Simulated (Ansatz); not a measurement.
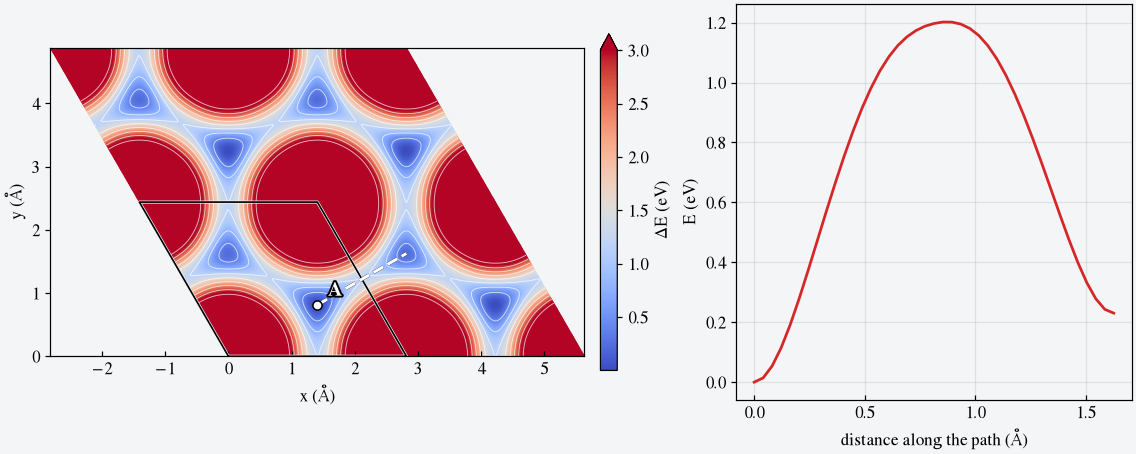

O on an Al(111) slab cut from the Fm-3m phase, its upper half relaxed before the scan (3 atoms of substrate and one adsorbate in a 1 × 1 cell). O is moved over the surface cell; relaxed at each place: the height of the adsorbate's atoms; substrate rigid; the origin of the map has the adsorbate above Al3. Places are given modulo a cell vector. The map is drawn in real space over the plane of the surface. The grid has 6 × 6 points; 10 points were computed and 26 follow by symmetry. Energies: eV, counted from the lowest grid point. With one adsorbate in each 1 × 1 cell, its nearest image is 2.8 Å away, so neighbouring adsorbates interact. Method: Ansatz, DFT LDA, scalar-relativistic, plane waves, PAW. Settings: cutoff 420 eV, k-mesh 12×12×1, gaussian smearing 0.1 eV, no spin polarisation.

In the figure: a smooth colour map with a few white contour lines, a line along the lowest path, the outline of one cell of the 2 × 2 shown, one colour for all values above the top of the scale, the energy along the path at the right, the start A. Between grid points the surface is interpolated.

Question: Describe the path and its barrier.

Answer: The easiest path leads from the well at a threefold hollow over a third-layer Al atom, (4/6, 2/6) of the cell vectors to the well at a threefold hollow over a second-layer Al atom, (2/6, 4/6) of the cell vectors, about 0.23 eV higher. Its highest point lies about 1.2 eV above the bottom of the first well on the interpolated surface, at a bridge site between two Al atoms, (0/6, 3/6) of the cell vectors. Seen from the upper well the barrier is about 0.97 eV. This is the barrier on the constrained surface; relaxing the other coordinates would change it.
